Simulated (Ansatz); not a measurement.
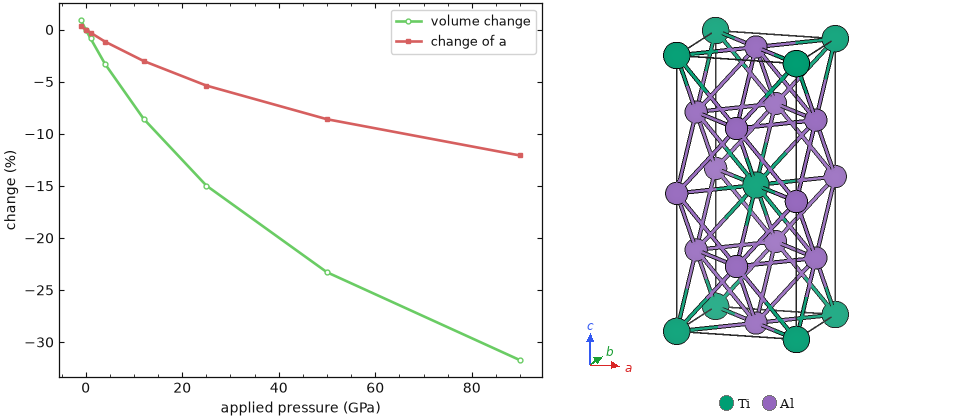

The figure shows the volume change and change of a against applied pressure for TiAl₃, space group I4/mmm (No. 139). The conventional cell is drawn beside the plot.

Cell as given: a = 5.057 Å, b = 5.057 Å, c = 5.057 Å, α = 135.67°, β = 135.67°, γ = 64.49°; 4 atoms.

Calculation (Ansatz 0.2.0): volume, enthalpy and cell of a crystal along a series of hydrostatic pressures at zero temperature, keeping its symmetry; changes are against the given cell; the k mesh follows the cell and the gap; plane waves with PAW datasets, Γ-centred k mesh. Level: PBEsol, no spin polarisation.

wave cutoff 420 eV; occupations Gaussian; k mesh at zero pressure 16×16×16; smearing width at zero pressure 0.1 eV.

The change of b equals the change of a; the change of c equals the change of a.

Tabulate the plotted points.

```tsv
applied pressure (GPa)	volume change (%)	change of a (%)
-1	0.89	0.30
0	0.00	0.00
1	-0.85	-0.30
4	-3.30	-1.16
12	-8.57	-3.02
25	-14.98	-5.38
50	-23.30	-8.61
90	-31.74	-12.09
```

Note: far from the equilibrium volume.
